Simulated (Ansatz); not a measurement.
**Si$_{47}$Ru (cell charge +1, with a compensating background) (cell with a defect): density, localisation and related maps**

Input file:

```
crystal:
  lattice:
    - [7.7025612697, 1.0e-10, -6.3650227274]
    - [-3.8512806348, -6.6706137338, -6.3650227274]
    - [-3.8512806349, 6.6706137337, -6.3650227274]
  atoms:
    - { symbol: Ru, position: [0.1476976899, 0.4810310233, 0.3143643566], spin: 2.0 }
    - { symbol: Si, position: [0.3109691101, 0.645529612, 0.9790177734] }
    - { symbol: Si, position: [0.9785958847, 0.3128761734, 0.6449617305] }
    - { symbol: Si, position: [0.8123511067, 0.6443024435, 0.4788629454] }
    - { symbol: Si, position: [0.4782950638, 0.3119292181, 0.1462095067] }
    - { symbol: Si, position: [0.6454074582, 0.4789596405, 0.8123904463] }
    - { symbol: Si, position: [0.3121962787, 0.1456844401, 0.4776357768] }
    - { symbol: Si, position: [0.9795428401, 0.8116283971, 0.1452625514] }
    - { symbol: Si, position: [0.1456263072, 0.979057113, 0.8120741249] }
    - { symbol: Si, position: [0.6457237796, 0.9787407916, 0.3122929738] }
    - { symbol: Si, position: [0.8120367613, 0.1453700946, 0.9787034279] }
    - { symbol: Si, position: [0.4787162423, 0.8120495756, 0.645382909] }
    - { symbol: Si, position: [0.1457774274, 0.3128686108, 0.9803571993] }
    - { symbol: Si, position: [0.3119323415, 0.4784133584, 0.6453033634] }
    - { symbol: Si, position: [0.9795352775, 0.147023866, 0.312444094] }
    - { symbol: Si, position: [0.8136905326, 0.4791107607, 0.1462019442] }
    - { symbol: Si, position: [0.4788450269, 0.1455766353, 0.8122565754] }
    - { symbol: Si, position: [0.645716674, 0.3119857461, 0.4790322302] }
    - { symbol: Si, position: [0.3123655635, 0.9790500073, 0.1453190794] }
    - { symbol: Si, position: [0.9786524128, 0.6456988969, 0.8123833406] }
    - { symbol: Si, position: [0.145080025, 0.81197003, 0.4785990082] }
    - { symbol: Si, position: [0.6455899087, 0.8121783602, 0.9789099686] }
    - { symbol: Si, position: [0.8122433019, 0.978923242, 0.6455116935] }
    - { symbol: Si, position: [0.4786366967, 0.6452656749, 0.3117466917] }
    - { symbol: Si, position: [0.0250981474, 0.3584314808, 0.1917648141] }
    - { symbol: Si, position: [0.1872629747, 0.5208451321, 0.8538856365] }
    - { symbol: Si, position: [0.8542408627, 0.1874629428, 0.5212647677] }
    - { symbol: Si, position: [0.6872189699, 0.5205963081, 0.3541784654] }
    - { symbol: Si, position: [0.354598101, 0.187574196, 0.0207962762] }
    - { symbol: Si, position: [0.5210001253, 0.3539811403, 0.6874101604] }
    - { symbol: Si, position: [0.1875117988, 0.0205523032, 0.3539296414] }
    - { symbol: Si, position: [0.8541296095, 0.6879314343, 0.0209075293] }
    - { symbol: Si, position: [0.020647807, 0.8540768271, 0.687666792] }
    - { symbol: Si, position: [0.5207434937, 0.8543334586, 0.1873144736] }
    - { symbol: Si, position: [0.6874699631, 0.0208032965, 0.8541366298] }
    - { symbol: Si, position: [0.3542363163, 0.6875696496, 0.520902983] }
    - { symbol: Si, position: [0.021324243, 0.1880109238, 0.8546079434] }
    - { symbol: Si, position: [0.1870563685, 0.3560905758, 0.5177628646] }
    - { symbol: Si, position: [0.8546775905, 0.0212746101, 0.1879909096] }
    - { symbol: Si, position: [0.6879412767, 0.3546575763, 0.0213442571] }
    - { symbol: Si, position: [0.3542912745, 0.021304858, 0.68749093] }
    - { symbol: Si, position: [0.5212213915, 0.18718506, 0.3542716863] }
    - { symbol: Si, position: [0.1876050196, 0.8545547248, 0.0205183933] }
    - { symbol: Si, position: [0.8538517267, 0.520938353, 0.6878880582] }
    - { symbol: Si, position: [0.0227572424, 0.6844295313, 0.3537230351] }
    - { symbol: Si, position: [0.5208242633, 0.6876246078, 0.8546381914] }
    - { symbol: Si, position: [0.6879715247, 0.8541575966, 0.5209579412] }
    - { symbol: Si, position: [0.3510961979, 0.5203897018, 0.1894239091] }
  host:
    lattice:
      - [3.8512806348, 0.0, 0.0]
      - [-1.9256403174, 3.3353068669, 0.0]
      - [0.0, 0.0, 6.3650227274]
    atoms:
      - { symbol: Si, position: [0.3333333333, 0.6666666667, 0.0629309403] }
      - { symbol: Si, position: [0.6666666667, 0.3333333333, 0.5629309403] }
      - { symbol: Si, position: [0.3333333333, 0.6666666667, 0.4370690597] }
      - { symbol: Si, position: [0.6666666667, 0.3333333333, 0.9370690597] }
total_charge: 1
basis:
  ecutwfc: 420
  xc_grid: 2
kpoints:
  mp_grid: { grid: [2, 2, 2], shift: [0.5, 0.5, 0.5] }
hamiltonian:
  xc: pbe
scf:
  occupations: { method: gaussian, width: 0.02 }
output:
  forces: true
  stress: false
  eigenvalues: true
  populations: true
  charged_corrections:
    defect_position: [0.14568969, 0.47902302, 0.31235635]
    epsilon: [[12.6179, 0.0, 0.0], [0.0, 12.6179, 0.0], [0.0, 0.0, 13.7065]]
  write_density: true
  write_potential: true
  elf: true
  volumetric_format: npy
magnetization:
  spin_polarized: true
relax:
  adjacent_minimum: "off"
  f_tol: 0.025
  max_steps: 45
```

Command:

```sh
ansatz run input.yaml --threads 4 --pin off --max-ram 6144MiB --backend cpu --events-out ev --progress --plain --runs-dir out
```

The fields are those of the relaxed geometry.

The program warned that a starting moment wasn't kept; spin-polarised, but the moments vanished.

The calculation used Ansatz 0.2.0, DFT PBE, scalar-relativistic, plane waves, PAW.

Core electrons are frozen (PAW), and the valence fields are smoothed inside the atomic spheres.

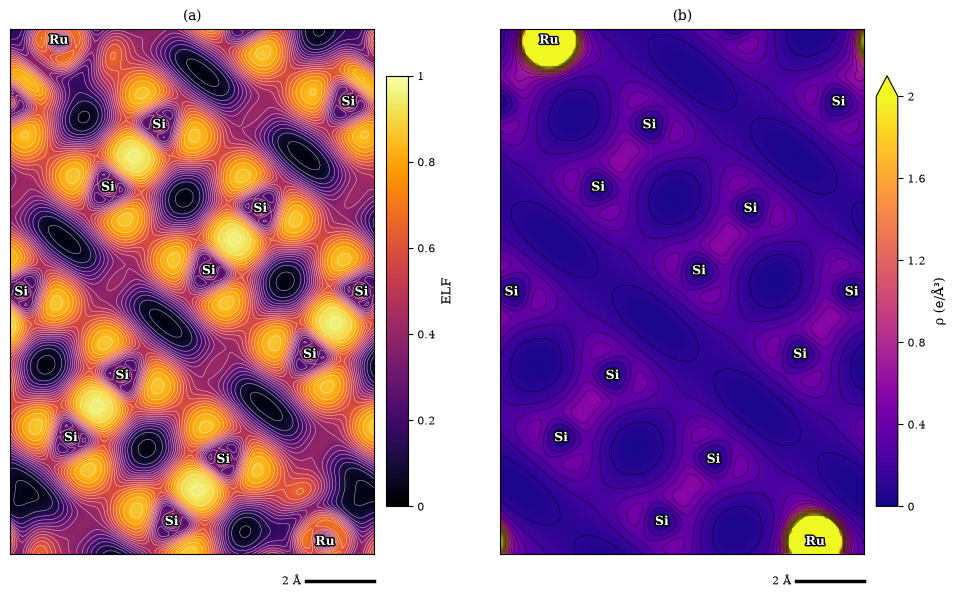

Figure 1. (a) electron localisation function; (b) valence charge density (pseudo) on the (11̄0) plane of the calculation cell.

> What do the fields say about this system?

The plane passes through Ru and Si nuclei. Si–Si (2.37 Å): ρ is about 0.55 e/Å³ halfway; the ELF peaks at about 0.95 between the atoms. Between the atoms the lowest density in this plane is 0.04 e/Å³. The features right at Ru lie inside the PAW spheres, where the map follows smoothed inner orbitals and isn't to be read closely.

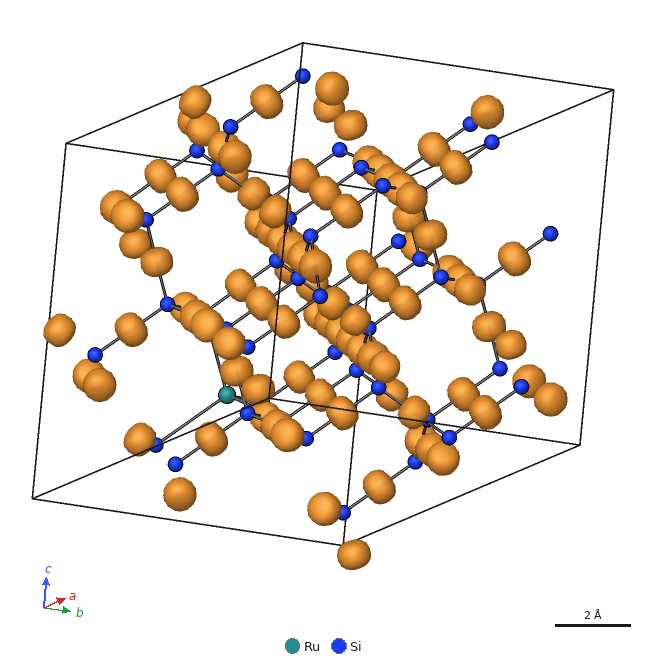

Figure 2. Isosurface of the ELF at 0.9 (orange), seen at an oblique angle. Core shells and regions of very low density are left out. Sticks mark near contacts.

> Identify the bonds, lone pairs and shells in this picture.

The surface consists of 92 regions between bonded Si–Si atoms, counted in one cell of 48 atoms. Any copies at cell faces, edges or corners count once.


Si–Ru (2.32 Å): the ELF peaks at about 0.85 in the valence shell of Si, 0.8 Å from its nucleus, and is about 0.60 at the midpoint. Si–Si (2.36 Å): the ELF peaks at about 0.95 between the atoms.

> Metal or insulator at this level of theory?

It is gapless in this calculation (a metal or semimetal).
